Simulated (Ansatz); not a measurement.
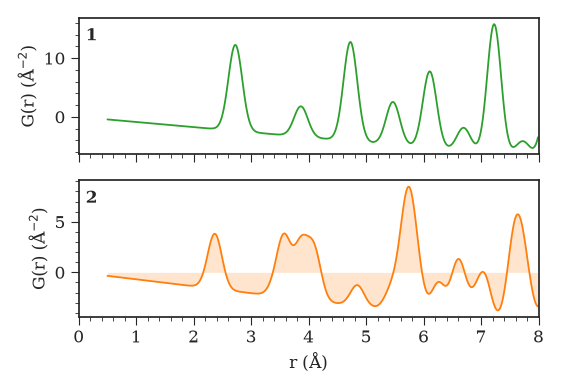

Each curve is a calculated X-ray PDF: distances of the static structure, each pair weighted by the product of the atomic numbers (X-ray weights at Q = 0), broadened by Gaussians with σ = 0.12 Å. There is no Q-range truncation.

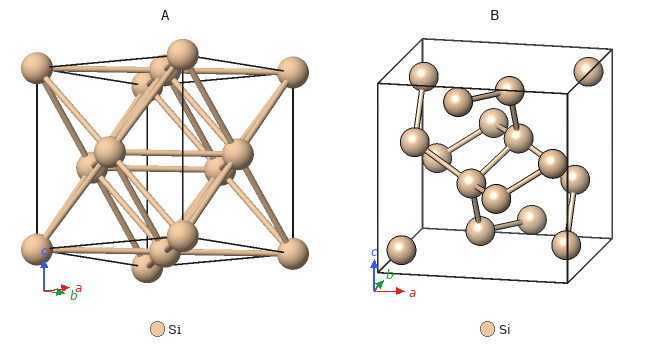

Candidate structures:

A. Si, a = 3.866 Å, b = 3.866 Å, c = 3.866 Å, α = 90.00°, β = 90.00°, γ = 90.00°, Fm-3m

B. Si, a = 6.647 Å, b = 6.647 Å, c = 6.647 Å, α = 90.00°, β = 90.00°, γ = 90.00°, Ia-3

Origins: A, coordinates from a relaxation with Ansatz, DFT, PBE, plane waves (420 eV) with PAW, scalar-relativistic; the starting structure was generated, so it need not be a known form of this composition; B, the input geometry of an electronic-structure calculation (not necessarily at equilibrium).

### Match each curve to its structure.

curve 1 is A (Si, first clear peaks at 2.72 Å (Si–Si) and 3.87 Å (Si–Si)); curve 2 is B (Si, first clear peaks at 2.37 Å (Si–Si) and 3.58 Å (Si–Si)).
